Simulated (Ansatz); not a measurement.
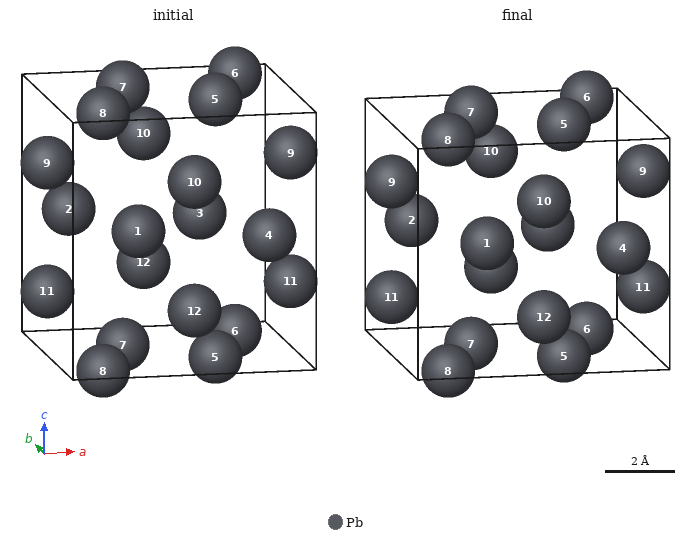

The structure of solid Pb (built on the database_135 type) before (left) and after (right) a relaxation, at one scale.

A spheres-only model of the cell of the calculation, seen slightly off an axis.

Case: structure listed in a database for this formula (P4_2/mbc, No. 135).

Computed with DFT r2SCAN, scalar-relativistic, plane waves, PAW (Ansatz).

Input
```yaml
crystal:
  lattice:
    - [7.273267, 0.0, 0.0]
    - [0.0, 7.273267, 0.0]
    - [0.0, 0.0, 7.691092]
  atoms:
    - { symbol: Pb, position: [0.341156, 0.342564, 0.5] }
    - { symbol: Pb, position: [0.158844, 0.842564, 0.5] }
    - { symbol: Pb, position: [0.658844, 0.657436, 0.5] }
    - { symbol: Pb, position: [0.841156, 0.157436, 0.5] }
    - { symbol: Pb, position: [0.657436, 0.341156, 0.0] }
    - { symbol: Pb, position: [0.842564, 0.841156, 0.0] }
    - { symbol: Pb, position: [0.342564, 0.658844, 0.0] }
    - { symbol: Pb, position: [0.157436, 0.158844, 0.0] }
    - { symbol: Pb, position: [0.0, 0.5, 0.75] }
    - { symbol: Pb, position: [0.5, 0.0, 0.75] }
    - { symbol: Pb, position: [0.0, 0.5, 0.25] }
    - { symbol: Pb, position: [0.5, 0.0, 0.25] }
basis:
  ecutwfc: 500
kpoints:
  mp_grid: { grid: [6, 6, 6] }
hamiltonian:
  xc: r2scan
scf:
  occupations: { method: gaussian, width: 0.1 }
output:
  forces: true
  stress: true
  eigenvalues: true
relax:
  adjacent_minimum: "off"
  f_tol: 0.01
  max_steps: 80
  cell: { stress_tol: 0.05 }
```

### Describe what moved and what it gained.

The energy falls by 0.163 eV per cell of the calculation in 7 accepted moves (8 points after the start). The largest force component goes from 0.034 to 0.00019 eV/Å. Pressure: −1.16 GPa at the start and 0.00 GPa at the end. The SCF was repeated once at an unchanged geometry on a basis and grid sized afresh for the cell, which shifted the energy by 0.3 meV per cell of the calculation at most. The largest moves relative to the cell, 0.064 Å, are those of 8 atoms (Pb1, Pb2, Pb3, Pb4 and others). Pb6 goes roughly along [1 1 0]. Cell: a = b 7.273 → 7.534 Å (+3.6 %), c 7.691 → 6.908 Å (−10.2 %). Volume −3.6 %. Some distances before and after: Pb10–Pb12 3.846 → 3.454 Å, Pb1–Pb10 3.353 → 3.341 Å, Pb1–Pb3 3.253 → 3.243 Å. Among the angles between lasting bonds that change: Pb9–Pb8–Pb11 70.3° → 62.2°, Pb9–Pb8–Pb10 100.4° → 105.7°, Pb9–Pb8–Pb12 147.2° → 143.6°. The space group (tolerance 0.01 Å) goes from P4_2/mbc (No. 135) to I4/mcm (No. 140).
